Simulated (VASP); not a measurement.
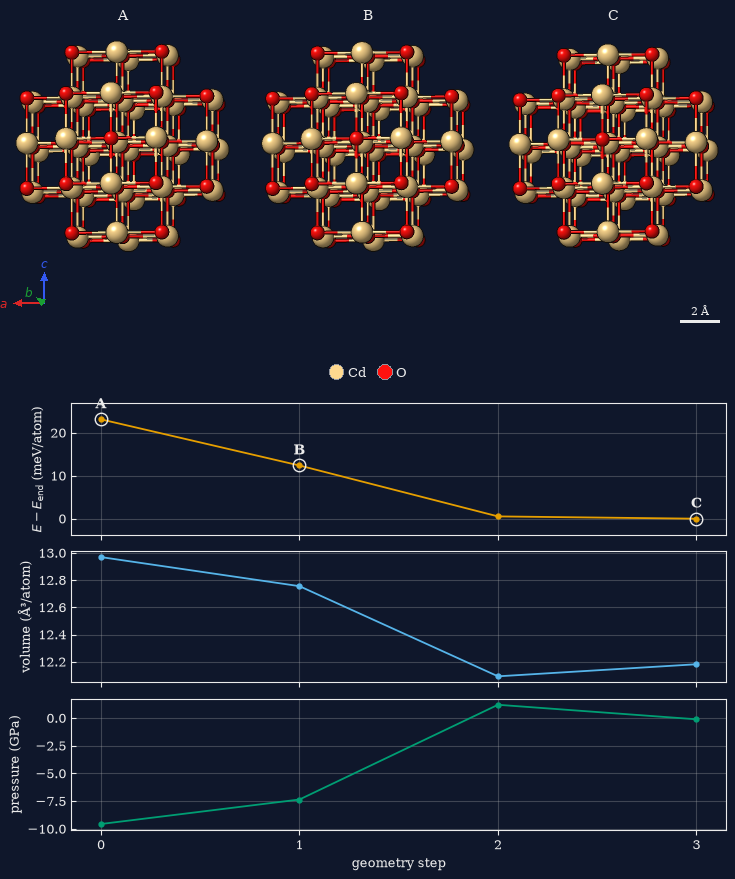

Frames of a relaxation of a crystal of CdO (set up in Fm-3m), marked on the history of the run. The picture is a ball-and-stick view of the conventional cell (4 times the calculation's cell), seen from a free direction. Lengths and directions refer to the drawn axes.

The run lets cell and atoms move.

These are results of Kohn-Sham DFT of a periodic cell, RPBE with D3(BJ), VASP PAW PBE potentials, recommended (VASP 6.6.1), not measurements.

Input
```python
from ase.calculators.vasp import Vasp
from ase.filters import UnitCellFilter
from ase.io import read
from ase.optimize import BFGS

atoms = read('CdO.xyz')
atoms.set_initial_magnetic_moments([-0.23, 0.0])
calc = Vasp(
    directory='calc',
    xc='rpbe',
    pp='PBE',
    setups='recommended',
    prec='Accurate',
    encut=600,
    ediff=1e-06,
    ismear=-1,
    sigma=0.02,
    lreal=False,
    lasph=True,
    nelm=60,
    algo='Normal',
    isif=2,
    lwave=False,
    lcharg=False,
    ispin=2,
    lorbit=11,
    ivdw=12,
    kpts=[10, 10, 10],
    gamma=True,
)
atoms.calc = calc
opt = BFGS(UnitCellFilter(atoms), trajectory='relax.traj')
converged = opt.run(fmax=0.01, steps=40)
print('converged:', converged)

print('energy (eV):', atoms.get_potential_energy())
print('free energy (eV):', atoms.get_potential_energy(force_consistent=True))
print('forces (eV/A):')
print(atoms.get_forces())
print('stress (eV/A^3, Voigt):', atoms.get_stress())
print('Fermi level (eV):', calc.get_fermi_level())
print('moment (muB):', atoms.get_magnetic_moment())
print('site moments (muB):', atoms.get_magnetic_moments())
print('cell (A, degrees):', atoms.cell.cellpar())
print('volume (A^3):', atoms.get_volume())
print('scaled positions:')
print(atoms.get_scaled_positions())
```

Command:
```bash
python run.py
```

> Describe the path.

The atoms keep their places relative to the cell (all moves are under 0.005 Å). The volume changes by −6.1 %, with a = b = c 4.699 → 4.602 Å (−2.1 %). Near-neighbour distances that change, for instance: Cd–O 2.349 → 2.301 Å. The space group stays Fm-3m (No. 225). The energy falls by 23.1 meV per atom in 3 geometry steps. All forces vanish by symmetry, so only the cell relaxes. Pressure: −9.56 GPa at the start and −0.11 GPa at the end. From step 0 to 1: volume −1.6 %, energy −10.7 meV per atom. From step 1 to 3: volume −4.5 %, energy −12.4 meV per atom.

| step | E − E(0), meV/atom | pressure, GPa | volume, Å³/atom |
| --- | --- | --- | --- |
| 0 | 0.00 | -9.56 | 12.970 |
| 1 | -10.75 | -7.35 | 12.756 |
| 2 | -22.60 | 1.20 | 12.093 |
| 3 | -23.13 | -0.11 | 12.181 |
